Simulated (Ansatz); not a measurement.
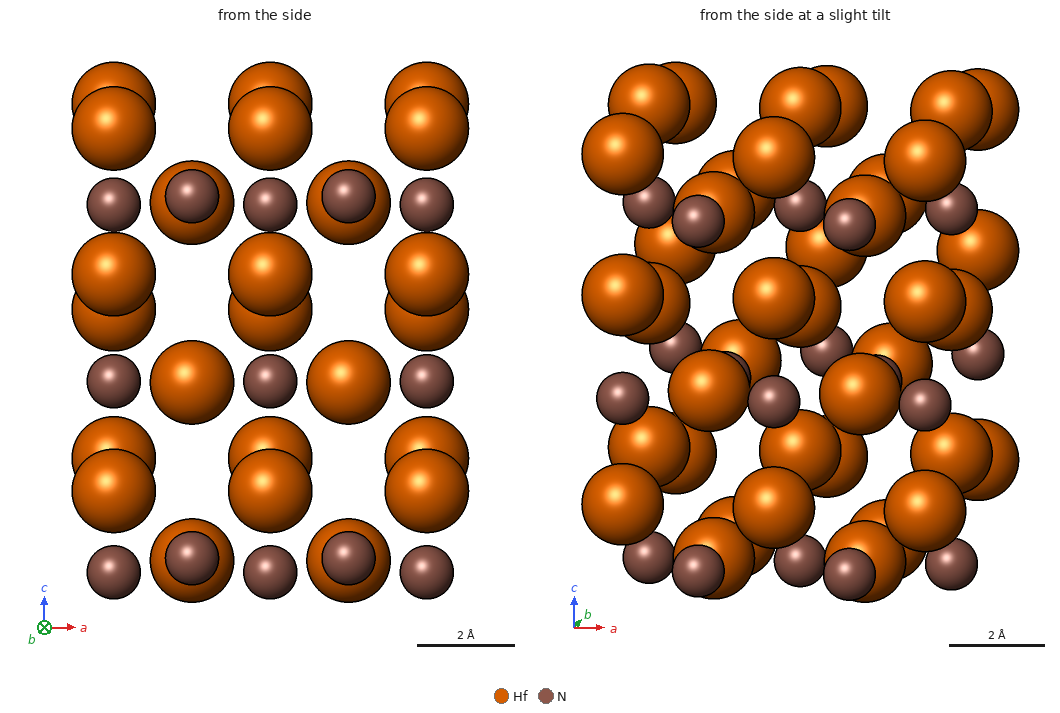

A spheres-only picture of a periodic slab, seen from the side and from the side at a slight tilt. The surface normal points up in side views; the vacuum is left out. 2×1 cells are drawn in the plane, with atoms at the edges repeated.

The cell holds 12 Hf, 6 N. The slab was cut from bulk Hf2N (P4_2/mnm).

### What is the thickness of the slab?

About 10 Å from the lowest to the highest atom.

### On which plane does the slab lie?

(1 1 0).

Method used: Ansatz, DFT PBEsol, scalar-relativistic, plane waves, PAW. It ran with plane-wave cutoff 420 eV, the zone sampled with 11×5×1 points, Gaussian smearing of 0.1 eV, no spin polarisation.

### Give the work function of each face.

3.43 eV at the top and 2.85 eV at the bottom.

The structure comes from a structure listed in the Materials Project, from which a slab was cut. The atoms were relaxed in a fixed cell with DFT PBEsol, scalar-relativistic, plane waves, PAW (Ansatz 0.2.0).
